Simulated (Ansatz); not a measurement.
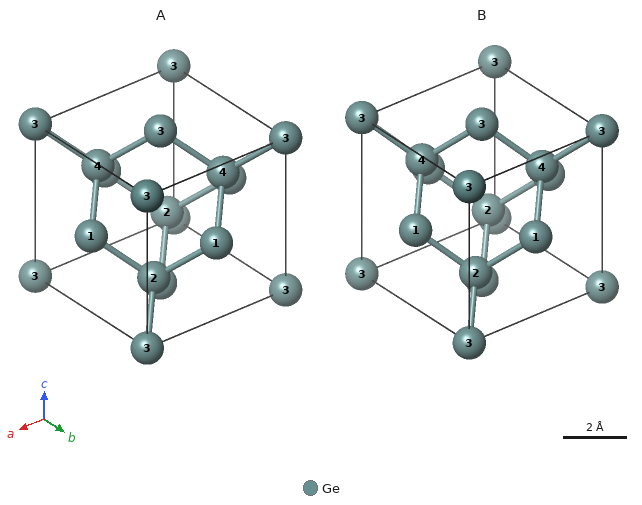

Two geometries of a crystal of Ge (set up in Fd-3m): one is the relaxed structure, the other was perturbed away from it. Style: ball-and-stick. Shown: the conventional cell (2 times the calculation's cell), from a free direction. Lengths and directions refer to the drawn axes.

Theory: DFT r2SCAN, scalar-relativistic, plane waves, PAW in Ansatz 0.2.0. (plane-wave cutoff 500 eV; k-point mesh 10 × 10 × 6; occupations gaussian; smearing width 0.02 eV; no spin polarisation)

Which is the distorted one, and what does the distortion cost?

Structure B is the perturbed one. Biaxial strain in the a–b plane, −4.0 %, is applied. The c axis and the atoms are relaxed. The energy rises by 35.4 meV per atom. The pressure goes from 0.0 to 4.4 GPa. The principal stresses (compression positive) are 0.0 GPa along c and 6.6 GPa across it. The drawn cell changes as follows: a = b 5.675 → 5.448 Å (−4.0 %), c 5.675 → 5.831 Å (+2.8 %); the volume changes by −5.3 %. No atom moves by more than 0.005 Å relative to the cell. Some distances before and after: Ge–Ge 2.457 → 2.416 Å. The space group (tolerance 0.01 Å) goes from Fd-3m (No. 227) to I4_1/amd (No. 141).
